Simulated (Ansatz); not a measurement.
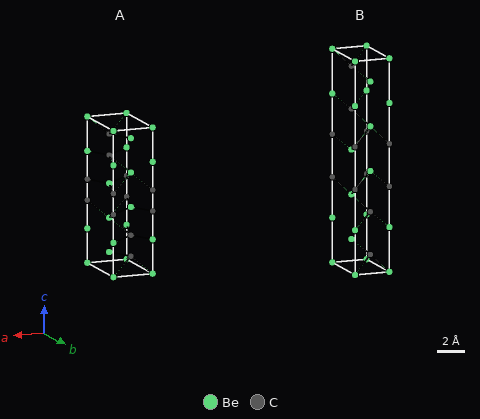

Two geometries of crystalline Be3C2 (built on the tetradymite_166 type) (coarse preliminary run), drawn at one scale. One is the start of a relaxation, the other its converged end. The picture is a ball-and-stick view of the conventional cell (3 times the calculation's cell), seen from a free direction. Lengths and directions refer to the drawn axes.

Computed with DFT r2SCAN, scalar-relativistic, plane waves, PAW in Ansatz. (plane-wave cutoff 500 eV; k-point mesh 6 × 6 × 6; occupations gaussian; smearing width 0.1 eV; no spin polarisation; cell and atoms relaxed; force threshold 0.04 eV/Å; at most 70 steps)

**Which one is relaxed?**

Structure A is the relaxed one. Case: tetradymite type (R-3m, No. 166). Over 14 accepted moves (19 points after the start) the energy falls by 628 meV per atom. The largest force component goes from 2.7 to 0.0017 eV/Å. The pressure goes from −2.63 to 0.04 GPa. The line search rejected the trial steps at points 10, 12, 17 of the run. The SCF was repeated twice at an unchanged geometry on a basis and grid sized afresh for the cell, which shifted the energy by 1.0 meV per atom at most. The largest moves relative to the cell, 0.36 Å, are those of C atoms. By element the largest moves are C 0.36 Å, Be 0.32 Å. The drawn cell changes as follows: a = b 2.675 → 3.064 Å (+14.5 %), c 18.601 → 12.737 Å (−31.5 %); the volume changes by −10.2 %. Near-neighbour distances that change, for instance: C–C 3.720 → 1.829 Å, Be–C 1.981 → 2.142 Å, Be–C 1.875 → 1.769 Å. Bond angles that change, for instance: Be–C–Be 91.0° → 119.9°, C–Be–C 91.0° → 119.9°, Be–C–Be 175.8° → 147.1°. The space group stays R-3m (No. 166).
